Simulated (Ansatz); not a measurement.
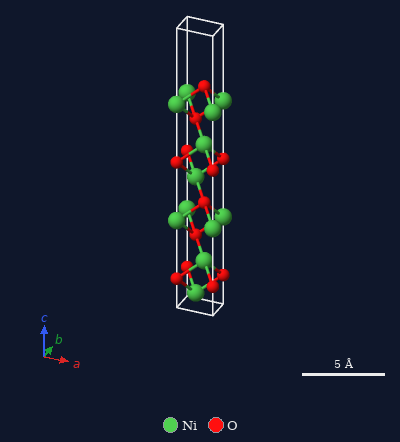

Fig. 1: The structure (ball-and-stick view of the cell of the calculation, set on other vectors, seen slightly off an axis). An atom can appear more than once, as a periodic image.

## NiO: single-point calculation (part 1 of 2)

The run: single-point calculation of NiO (P3m1, 12 atoms in the cell). Method and program: DFT PBE+U, scalar-relativistic, plane waves, PAW, Ueff = 6.2 eV on Ni d, spin-polarised (Ansatz 0.2.0).

The structure derives from an entry of the Crystallography Open Database. It belongs to a series of runs on one base structure; here: the crystal opened by +3.00 A across the cut. Figures and captions count atoms from 1; the log counts them from 0 in places.

### Log
```
Ni: projections on atomic orbitals take those of the free atom [Ne] 3s2 3p6 3d8 4s2, of charge +0.00 (hamiltonian.pseudopotentials.projection_atoms); the dataset's partial waves leave at most 1.6e-6 of an orbital's norm unspanned inside its sphere
O: projections on atomic orbitals take those of the free atom [He] 2s2 2p4, of charge +0.00 (hamiltonian.pseudopotentials.projection_atoms); the dataset's partial waves leave at most 1.9e-8 of an orbital's norm unspanned inside its sphere
Engine: ansatz 0.2.0, aarch64-unknown-linux-gnu
Pseudopotentials: kind: paw
Pseudopotential: Ni, paw, valence charge 18, recommended cutoff 420 eV (normal), Ni.paw.azcp
Pseudopotential: O, paw, valence charge 6, recommended cutoff 420 eV (normal), O.paw.azcp
Functional definition: PBE
  parameter kappa = 0.804
  parameter beta = 0.06672455060314922
  exchange = pbe_x(kappa = kappa, mu = beta*pi^2/3)
  correlation = pbe_c(beta = beta)
Crystal: 12 atoms, lattice volume = 140.227 Å³
Basis set: ecut = 420 eV, 2663 PW (Γ), exchange–correlation on 48×48×240 points (8 copies of the dense FFT grid, shifted against one another)
Bands: 95, of which v1, the nominal top of the filled ones, is band 72 counted from 1 (71 counted from 0)
Symmetry: 6 space group operations
Space group: P3m1 (ITA 156), of the structure as read, at distance tolerance 5.2e-5 Å
Magnetic group: BNS 156.49 (UNI 1279), of the structure as read, at distance tolerance 5.2e-5 Å
k-points: 28 of 200 (time reversal used)
Non-local potential: Ni, projectors of the file, l = 0: 3, l = 1: 2, l = 2: 3, l = 3: 1
Non-local potential: O, projectors of the file, l = 0: 2, l = 1: 2, l = 2: 1
PAW form: soft (Blöchl's): semilocal exchange-correlation on the pseudo side does not see the compensation charge
PAW one-centre angular grid: Ni, 590 points (default); XC on 64 Gauss nodes
PAW one-centre angular grid: O, 110 points (default); XC on 64 Gauss nodes
Initial density: superposition of atomic densities (chi_scale 0.1, normalization cell, long waves kept whole (reshape's long-wave potential 2.89 eV rms))
Starting moments: Σ|m| = 12.72 μB on 12 of 12 sites
Initial wavefunctions: pseudopotential atomic-orbital guess
Functional: x = pbe(κ = 0.804, μ = 0.2195149727645171), c = pbe(β = 0.06672455060314922)
SCF iter   1: F=—  HF=-38474.372806 eV  |F-HF|=—  |Δ(HF+E_count)|=         —  Δρ=3.90e-1 (↑1.69e-1 ↓3.90e-1)  dr2=1.69e3  dr2_m=3.00e1  M=2.490 μB ∫|m|=2.897 μB  β_m=0.30  ethr=3.10e-3  ⟨swp⟩=6.5  Hψ=20281  notcnv=0  defer=75
preconditioner: auto → Kerker (q_TF=auto, 2.740 Å⁻¹)  [metal: Δε(μ)=0.021 eV  Ē_g=14.281 eV  σ=0.050 eV  W_gap=0.24  n_scr=56 (ndim 8)  ℏωp=30.7 eV  f_vac=0.128  D(μ)=4.59/eV (n_scr^D=30)]
spin=Collinear: Kerker preconditioning applied to the charge; magnetization (m = ρ↑ − ρ↓) channel mixes plain (no charge-response kernel on spin).
SCF iter   2: F=—  HF=-38427.081106 eV  |F-HF|=—  |Δ(HF+E_count)|=    4.73e1  Δρ=3.08e-1 (↑8.03e-2 ↓3.08e-1)  dr2=7.92e2  dr2_m=3.05e1  M=11.591 μB ∫|m|=11.799 μB  β_m=0.30  ethr=3.10e-3  ⟨swp⟩=4.1  Hψ=13593  notcnv=0  defer=849
SCF iter   3: F=—  HF=-38425.741764 eV  |F-HF|=—  |Δ(HF+E_count)|=    1.34e0  Δρ=2.71e-1 (↑1.01e-1 ↓2.71e-1)  dr2=2.10e2  dr2_m=1.65e1  M=5.324 μB ∫|m|=5.593 μB  β_m=0.30  ethr=3.10e-3  ⟨swp⟩=3.7  Hψ=13740  notcnv=0  defer=698
SCF iter   4: F=—  HF=-38417.627858 eV  |F-HF|=—  |Δ(HF+E_count)|=    8.11e0  Δρ=1.06e-1 (↑6.03e-2 ↓1.06e-1)  dr2=1.44e2  dr2_m=3.59e0  M=9.455 μB ∫|m|=9.559 μB  β_m=0.30  ethr=3.10e-3  ⟨swp⟩=3.9  Hψ=11311  notcnv=0  defer=812
SCF iter   5: F=—  HF=-38418.088427 eV  |F-HF|=—  |Δ(HF+E_count)|=   4.61e-1  Δρ=1.44e-1 (↑4.57e-2 ↓1.44e-1)  dr2=8.15e1  dr2_m=5.61e0  M=10.257 μB ∫|m|=10.322 μB  β_m=0.30  ethr=3.10e-3  ⟨swp⟩=3.0  Hψ=9634  notcnv=0  defer=729
SCF iter   6: F=—  HF=-38418.624800 eV  |F-HF|=—  |Δ(HF+E_count)|=   5.36e-1  Δρ=6.45e-2 (↑3.54e-2 ↓6.45e-2)  dr2=1.35e1  dr2_m=1.85e0  M=10.169 μB ∫|m|=10.481 μB  β_m=0.30  ethr=3.10e-3  ⟨swp⟩=2.8  Hψ=10826  notcnv=0  defer=704
SCF iter   7: F=—  HF=-38420.459901 eV  |F-HF|=—  |Δ(HF+E_count)|=    1.84e0  Δρ=5.54e-2 (↑2.83e-2 ↓5.54e-2)  dr2=3.47e0  dr2_m=1.99e0  M=9.787 μB ∫|m|=10.470 μB  β_m=0.30  ethr=3.10e-3  ⟨swp⟩=2.2  Hψ=7972  notcnv=0  defer=710
SCF iter   8: F=—  HF=-38421.935157 eV  |F-HF|=—  |Δ(HF+E_count)|=    1.48e0  Δρ=3.40e-2 (↑3.29e-2 ↓3.40e-2)  dr2=1.67e0  dr2_m=1.28e0  M=9.950 μB ∫|m|=10.811 μB  β_m=0.30  ethr=2.41e-3  ⟨swp⟩=2.2  Hψ=7096  notcnv=0  defer=710
SCF iter   9: F=—  HF=-38422.865607 eV  |F-HF|=—  |Δ(HF+E_count)|=   9.30e-1  Δρ=4.66e-2 (↑2.32e-2 ↓4.66e-2)  dr2=2.26e0  dr2_m=1.36e0  M=10.625 μB ∫|m|=11.327 μB  β_m=0.30  ethr=1.16e-3  ⟨swp⟩=2.1  Hψ=5691  notcnv=0  defer=711
SCF iter  10: F=—  HF=-38424.162293 eV  |F-HF|=—  |Δ(HF+E_count)|=    1.30e0  Δρ=8.67e-2 (↑5.92e-2 ↓8.67e-2)  dr2=4.99e1  dr2_m=2.37e0  M=8.142 μB ∫|m|=10.626 μB  β_m=0.30  ethr=1.16e-3  ⟨swp⟩=3.1  Hψ=9004  notcnv=0  defer=703
SCF iter  11: F=—  HF=-38423.726978 eV  |F-HF|=—  |Δ(HF+E_count)|=   4.35e-1  Δρ=4.32e-2 (↑4.16e-2 ↓4.32e-2)  dr2=2.10e1  dr2_m=5.83e-1  M=8.838 μB ∫|m|=10.942 μB  β_m=0.30  ethr=1.16e-3  ⟨swp⟩=2.1  Hψ=7389  notcnv=0  defer=715
SCF iter  12: F=—  HF=-38423.623702 eV  |F-HF|=—  |Δ(HF+E_count)|=   1.03e-1  Δρ=2.77e-2 (↑2.77e-2 ↓1.44e-2)  dr2=1.33e0  dr2_m=4.47e-1  M=9.953 μB ∫|m|=11.373 μB  β_m=0.30  ethr=1.16e-3  ⟨swp⟩=2.2  Hψ=5978  notcnv=0  defer=712
SCF iter  13: F=—  HF=-38423.868130 eV  |F-HF|=—  |Δ(HF+E_count)|=   2.44e-1  Δρ=1.97e-2 (↑1.97e-2 ↓1.64e-2)  dr2=7.52e-1  dr2_m=3.93e-1  M=10.000 μB ∫|m|=11.534 μB  β_m=0.30  ethr=9.22e-4  ⟨swp⟩=2.1  Hψ=6100  notcnv=0  defer=703
SCF iter  14: F=—  HF=-38424.064575 eV  |F-HF|=—  |Δ(HF+E_count)|=   1.96e-1  Δρ=1.94e-2 (↑1.94e-2 ↓9.16e-3)  dr2=6.47e-1  dr2_m=2.42e-1  M=10.000 μB ∫|m|=11.589 μB  β_m=0.30  ethr=5.22e-4  ⟨swp⟩=2.0  Hψ=6273  notcnv=0  defer=704
Mixer restart at iter 14: flushing history
spin-set hold released at iteration 14 (site moments contracting): the magnetisation degrees of freedom join the quasi-Newton model from the next iteration; the mixer history was flushed
SCF iter  15: F=—  HF=-38424.240942 eV  |F-HF|=—  |Δ(HF+E_count)|=   1.76e-1  Δρ=3.88e-2 (↑1.92e-2 ↓3.88e-2)  dr2=3.45e0  dr2_m=8.85e-1  M=10.896 μB ∫|m|=11.831 μB  β_m=0.65  ethr=4.49e-4  ⟨swp⟩=2.2  Hψ=6019  notcnv=0  defer=701  recentre
SCF iter  16: F=—  HF=-38424.600824 eV  |F-HF|=—  |Δ(HF+E_count)|=   3.60e-1  Δρ=4.79e-2 (↑2.51e-2 ↓4.79e-2)  dr2=1.04e1  dr2_m=1.13e0  M=11.379 μB ∫|m|=11.929 μB  β_m=0.82  ethr=4.49e-4  ⟨swp⟩=2.0  Hψ=5850  notcnv=0  defer=701
SCF iter  17: F=—  HF=-38425.100123 eV  |F-HF|=—  |Δ(HF+E_count)|=   4.99e-1  Δρ=4.87e-2 (↑1.60e-2 ↓4.87e-2)  dr2=8.06e0  dr2_m=5.94e-1  M=11.262 μB ∫|m|=11.964 μB  β_m=0.59  ethr=4.49e-4  ⟨swp⟩=3.0  Hψ=9374  notcnv=0  defer=700
SCF iter  18: F=—  HF=-38424.791073 eV  |F-HF|=—  |Δ(HF+E_count)|=   3.09e-1  Δρ=3.59e-2 (↑1.45e-2 ↓3.59e-2)  dr2=6.36e0  dr2_m=4.84e-1  M=11.263 μB ∫|m|=11.972 μB  β_m=0.46  ethr=4.49e-4  ⟨swp⟩=2.6  Hψ=10284  notcnv=0  defer=696
SCF iter  19: F=—  HF=-38424.758768 eV  |F-HF|=—  |Δ(HF+E_count)|=   3.23e-2  Δρ=3.10e-2 (↑1.20e-2 ↓3.10e-2)  dr2=4.84e0  dr2_m=3.53e-1  M=11.210 μB ∫|m|=11.991 μB  β_m=0.35  ethr=4.49e-4  ⟨swp⟩=2.0  Hψ=5613  notcnv=0  defer=699
SCF iter  20: F=—  HF=-38424.699351 eV  |F-HF|=—  |Δ(HF+E_count)|=   5.94e-2  Δρ=2.15e-2 (↑8.64e-3 ↓2.15e-2)  dr2=1.79e0  dr2_m=1.95e-1  M=10.973 μB ∫|m|=12.025 μB  β_m=0.04  ethr=4.49e-4  ⟨swp⟩=2.0  Hψ=6324  notcnv=0  defer=696
SCF iter  21: F=—  HF=-38424.686197 eV  |F-HF|=—  |Δ(HF+E_count)|=   1.32e-2  Δρ=1.18e-2 (↑7.72e-3 ↓1.18e-2)  dr2=6.64e-1  dr2_m=9.00e-2  M=10.823 μB ∫|m|=12.041 μB  β_m=0.07  ethr=4.49e-4  ⟨swp⟩=2.1  Hψ=7101  notcnv=0  defer=695
SCF iter  22: F=—  HF=-38424.687742 eV  |F-HF|=—  |Δ(HF+E_count)|=   1.55e-3  Δρ=6.38e-3 (↑6.38e-3 ↓5.56e-3)  dr2=3.50e-1  dr2_m=3.33e-2  M=10.766 μB ∫|m|=12.065 μB  β_m=0.22  ethr=4.49e-4  ⟨swp⟩=2.1  Hψ=6122  notcnv=0  defer=692
SCF iter  23: F=—  HF=-38424.680119 eV  |F-HF|=—  |Δ(HF+E_count)|=   7.62e-3  Δρ=4.45e-3 (↑3.36e-3 ↓4.45e-3)  dr2=1.51e-1  dr2_m=1.31e-2  M=10.695 μB ∫|m|=12.094 μB  β_m=0.43  ethr=2.43e-4  ⟨swp⟩=2.1  Hψ=6865  notcnv=0  defer=685
SCF iter  24: F=—  HF=-38424.680996 eV  |F-HF|=—  |Δ(HF+E_count)|=   8.77e-4  Δρ=3.00e-3 (↑2.30e-3 ↓3.00e-3)  dr2=1.30e-1  dr2_m=3.53e-3  M=10.703 μB ∫|m|=12.138 μB  β_m=0.61  ethr=1.05e-4  ⟨swp⟩=2.0  Hψ=6143  notcnv=0  defer=684
SCF iter  25: F=—  HF=-38424.674512 eV  |F-HF|=—  |Δ(HF+E_count)|=   6.48e-3  Δρ=2.27e-3 (↑2.27e-3 ↓1.20e-3)  dr2=6.63e-2  dr2_m=1.97e-3  M=10.681 μB ∫|m|=12.152 μB  β_m=0.70  ethr=9.03e-5  ⟨swp⟩=2.0  Hψ=5769  notcnv=0  defer=684
SCF iter  26: F=—  HF=-38424.673698 eV  |F-HF|=—  |Δ(HF+E_count)|=   8.14e-4  Δρ=2.94e-3 (↑2.94e-3 ↓2.16e-3)  dr2=9.93e-2  dr2_m=4.21e-3  M=10.717 μB ∫|m|=12.141 μB  β_m=0.76  ethr=4.61e-5  ⟨swp⟩=2.0  Hψ=5851  notcnv=0  defer=685
SCF iter  27: F=—  HF=-38424.672959 eV  |F-HF|=—  |Δ(HF+E_count)|=   7.39e-4  Δρ=2.38e-3 (↑2.38e-3 ↓2.22e-3)  dr2=8.21e-2  dr2_m=3.17e-3  M=10.713 μB ∫|m|=12.132 μB  β_m=0.72  ethr=4.61e-5  ⟨swp⟩=1.9  Hψ=5513  notcnv=0  defer=685
SCF iter  28: F=—  HF=-38424.671718 eV  |F-HF|=—  |Δ(HF+E_count)|=   1.24e-3  Δρ=2.04e-3 (↑1.82e-3 ↓2.04e-3)  dr2=6.17e-2  dr2_m=1.71e-3  M=10.706 μB ∫|m|=12.120 μB  β_m=0.68  ethr=4.61e-5  ⟨swp⟩=1.9  Hψ=5617  notcnv=0  defer=685
SCF iter  29: F=—  HF=-38424.670393 eV  |F-HF|=—  |Δ(HF+E_count)|=   1.32e-3  Δρ=2.00e-3 (↑1.17e-3 ↓2.00e-3)  dr2=1.02e-2  dr2_m=1.61e-3  M=10.607 μB ∫|m|=12.109 μB  β_m=0.76  ethr=4.29e-5  ⟨swp⟩=1.6  Hψ=5383  notcnv=0  defer=685
SCF iter  30: F=—  HF=-38424.670801 eV  |F-HF|=—  |Δ(HF+E_count)|=   4.08e-4  Δρ=1.28e-3 (↑6.97e-4 ↓1.28e-3)  dr2=1.54e-2  dr2_m=3.38e-4  M=10.660 μB ∫|m|=12.116 μB  β_m=0.60  ethr=7.06e-6  ⟨swp⟩=2.0  Hψ=8536  notcnv=0  defer=687
SCF iter  31: F=—  HF=-38424.670485 eV  |F-HF|=—  |Δ(HF+E_count)|=   3.17e-4  Δρ=1.31e-3 (↑7.30e-4 ↓1.31e-3)  dr2=1.53e-2  dr2_m=5.29e-4  M=10.660 μB ∫|m|=12.117 μB  β_m=0.48  ethr=7.06e-6  ⟨swp⟩=1.4  Hψ=5052  notcnv=0  defer=687
SCF iter  32: F=—  HF=-38424.670114 eV  |F-HF|=—  |Δ(HF+E_count)|=   3.71e-4  Δρ=6.07e-4 (↑2.66e-4 ↓6.07e-4)  dr2=3.78e-3  dr2_m=9.54e-5  M=10.639 μB ∫|m|=12.116 μB  β_m=0.54  ethr=7.06e-6  ⟨swp⟩=1.0  Hψ=4632  notcnv=0  defer=687
SCF iter  33: F=—  HF=-38424.670013 eV  |F-HF|=—  |Δ(HF+E_count)|=   1.01e-4  Δρ=2.58e-4 (↑1.89e-4 ↓2.58e-4)  dr2=9.20e-4  dr2_m=3.11e-5  M=10.615 μB ∫|m|=12.115 μB  β_m=0.54  ethr=2.62e-6  ⟨swp⟩=1.0  Hψ=4684  notcnv=0  defer=687
SCF iter  34: F=—  HF=-38424.669987 eV  |F-HF|=—  |Δ(HF+E_count)|=   2.55e-5  Δρ=1.14e-4 (↑6.61e-5 ↓1.14e-4)  dr2=4.33e-4  dr2_m=2.60e-6  M=10.618 μB ∫|m|=12.116 μB  β_m=0.77  ethr=6.39e-7  ⟨swp⟩=1.1  Hψ=4697  notcnv=0  defer=687
SCF iter  35: F=—  HF=-38424.669971 eV  |F-HF|=—  |Δ(HF+E_count)|=   1.59e-5  Δρ=7.38e-5 (↑7.38e-5 ↓5.88e-5)  dr2=1.61e-4  dr2_m=8.01e-7  M=10.621 μB ∫|m|=12.114 μB  β_m=0.80  ethr=3.00e-7  ⟨swp⟩=1.4  Hψ=4816  notcnv=0  defer=687
SCF iter  36: F=—  HF=-38424.669970 eV  |F-HF|=—  |Δ(HF+E_count)|=   9.75e-7  Δρ=9.55e-5 (↑9.55e-5 ↓8.54e-5)  dr2=2.23e-4  dr2_m=2.76e-6  M=10.618 μB ∫|m|=12.114 μB  β_m=0.68  ethr=1.12e-7  ⟨swp⟩=2.0  Hψ=6953  notcnv=0  defer=687
SCF iter  37: F=—  HF=-38424.669966 eV  |F-HF|=—  |Δ(HF+E_count)|=   4.19e-6  Δρ=6.88e-5 (↑3.84e-5 ↓6.88e-5)  dr2=1.14e-4  dr2_m=1.20e-6  M=10.619 μB ∫|m|=12.113 μB  β_m=0.72  ethr=1.12e-7  ⟨swp⟩=1.3  Hψ=4651  notcnv=0  defer=687
SCF iter  38: F=—  HF=-38424.669966 eV  |F-HF|=—  |Δ(HF+E_count)|=   3.76e-7  Δρ=1.89e-4 (↑9.34e-5 ↓1.89e-4)  dr2=2.07e-4  dr2_m=9.76e-6  M=10.625 μB ∫|m|=12.114 μB  β_m=0.56  ethr=7.94e-8  ⟨swp⟩=1.9  Hψ=5841  notcnv=0  defer=687
SCF iter  39: F=—  HF=-38424.669960 eV  |F-HF|=—  |Δ(HF+E_count)|=   5.93e-6  Δρ=5.98e-5 (↑2.79e-5 ↓5.98e-5)  dr2=3.76e-5  dr2_m=6.61e-7  M=10.622 μB ∫|m|=12.113 μB  β_m=0.62  ethr=7.94e-8  ⟨swp⟩=1.0  Hψ=4632  notcnv=0  defer=687
SCF iter  40: F=—  HF=-38424.669957 eV  |F-HF|=—  |Δ(HF+E_count)|=   2.39e-6  Δρ=5.17e-5 (↑3.57e-5 ↓5.17e-5)  dr2=3.10e-5  dr2_m=1.17e-6  M=10.620 μB ∫|m|=12.113 μB  β_m=0.61  ethr=2.61e-8  ⟨swp⟩=1.7  Hψ=4759  notcnv=0  defer=687
SCF iter  41: F=—  HF=-38424.669957 eV  |F-HF|=—  |Δ(HF+E_count)|=   1.81e-7  Δρ=8.42e-5 (↑5.63e-5 ↓8.42e-5)  dr2=5.90e-5  dr2_m=2.80e-6  M=10.619 μB ∫|m|=12.113 μB  β_m=0.72  ethr=2.15e-8  ⟨swp⟩=1.0  Hψ=4632  notcnv=0  defer=687
SCF iter  42: F=—  HF=-38424.669956 eV  |F-HF|=—  |Δ(HF+E_count)|=   1.49e-6  Δρ=3.95e-5 (↑2.32e-5 ↓3.95e-5)  dr2=1.12e-5  dr2_m=4.58e-7  M=10.620 μB ∫|m|=12.113 μB  β_m=0.57  ethr=2.15e-8  ⟨swp⟩=1.2  Hψ=4641  notcnv=0  defer=687
SCF iter  43: F=—  HF=-38424.669955 eV  |F-HF|=—  |Δ(HF+E_count)|=   4.79e-7  Δρ=2.53e-5 (↑1.32e-5 ↓2.53e-5)  dr2=4.65e-6  dr2_m=2.12e-7  M=10.621 μB ∫|m|=12.113 μB  β_m=0.67  ethr=7.79e-9  ⟨swp⟩=1.6  Hψ=4767  notcnv=0  defer=687
SCF iter  44: F=—  HF=-38424.669955 eV  |F-HF|=—  |Δ(HF+E_count)|=   1.24e-8  Δρ=2.22e-5 (↑1.14e-5 ↓2.22e-5)  dr2=3.81e-6  dr2_m=1.58e-7  M=10.621 μB ∫|m|=12.113 μB  β_m=0.84  ethr=3.23e-9  ⟨swp⟩=1.1  Hψ=4672  notcnv=0  defer=687
SCF iter  45: F=—  HF=-38424.669955 eV  |F-HF|=—  |Δ(HF+E_count)|=   7.81e-8  Δρ=9.06e-6 (↑5.76e-6 ↓9.06e-6)  dr2=9.65e-7  dr2_m=2.56e-8  M=10.621 μB ∫|m|=12.113 μB  β_m=0.75  ethr=2.64e-9  ⟨swp⟩=1.1  Hψ=4635  notcnv=0  defer=687
SCF iter  46: F=—  HF=-38424.669955 eV  |F-HF|=—  |Δ(HF+E_count)|=   4.88e-8  Δρ=4.76e-6 (↑3.59e-6 ↓4.76e-6)  dr2=4.24e-7  dr2_m=8.82e-9  M=10.621 μB ∫|m|=12.113 μB  β_m=0.76  ethr=6.70e-10  ⟨swp⟩=1.4  Hψ=4831  notcnv=0  defer=687
SCF iter  47: F=—  HF=-38424.669955 eV  |F-HF|=—  |Δ(HF+E_count)|=   1.65e-8  Δρ=8.20e-6 (↑3.99e-6 ↓8.20e-6)  dr2=4.47e-7  dr2_m=1.79e-8  M=10.621 μB ∫|m|=12.113 μB  β_m=0.61  ethr=2.94e-10  ⟨swp⟩=1.5  Hψ=5113  notcnv=0  defer=687
SCF iter  48: F=-38424.669955 eV  HF=-38424.669955 eV  |F-HF|=8.80e-8  |Δ(HF+E_count)|=   2.11e-8  Δρ=2.79e-6 (↑2.06e-6 ↓2.79e-6)  dr2=9.50e-8  dr2_m=2.14e-9  M=10.621 μB ∫|m|=12.113 μB  ethr=6.94e-11  ⟨swp⟩=11.2  Hψ=28325  notcnv=0
SCF 1 converged in 48 iterations: F = -38424.669955 eV  dr2 = 9.50e-8
  greatest PAW one-centre occupation: 1.002 electrons in one spin orbital (limit 2), on the Ni atom at site 0 (counted from 0), in its partial waves of l = 1
Symmetry: 2 space group operations
k-points: 62 of 200 (time reversal used)
Initial density: read from a saved state, or passed on in memory by an earlier SCF of this step, an earlier step, the calling program or the single point that the run made first
Starting moments: Σ|m| = 12.72 μB on 12 of 12 sites; this step starts from the density that it was given
Initial wavefunctions: those read from a saved state, or passed on in memory by an earlier step or the calling program
iter 1 solved again at ethr=6.59e-11 eV; its pass at ethr=6.94e-7 eV (dr2=9.50e-8 eV) is discarded
```
